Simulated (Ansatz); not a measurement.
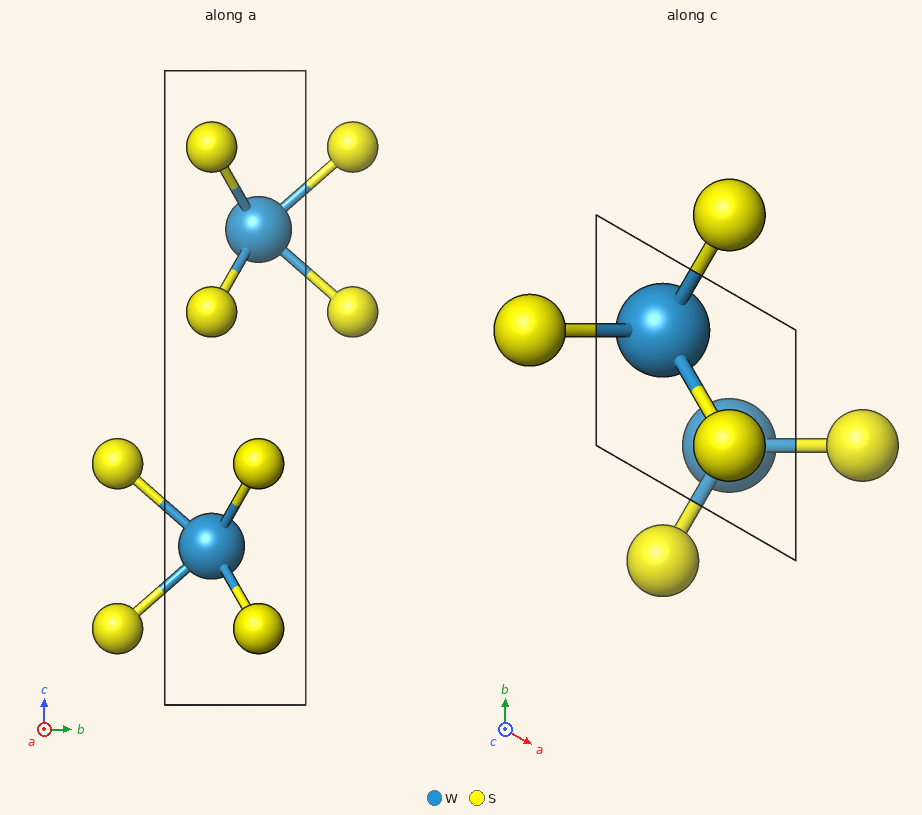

The figure gives a ball-and-stick picture of the atoms, viewed along the a axis and along the c axis. The unit cell is drawn as a box. A few atoms beyond the faces are included.

WS$_{2}$, a = 3.11 Å, b = 3.11 Å, c = 12.13 Å, α = 90.00°, β = 90.00°, γ = 120.00°.

Calculation details: DFT PBEsol+D3(BJ), scalar-relativistic, plane waves, PAW in Ansatz 0.2.0; E_cut = 420 eV, 12×12×4 k-mesh, Gaussian smearing of 0.02 eV, no spin polarisation.

**Predict the gap.**

A semiconductor at this level, with a gap of 0.83 eV.

**Would the cell expand or shrink if it could?**

The computed pressure is -1.0 GPa (stretched: it would shrink). The stress isn't hydrostatic: its largest component is 2.3 GPa.

Its origin is a structure listed in the Materials Project. Earlier steps of the study may have refined or changed the cell and positions. It was run through Ansatz as a DFT input.
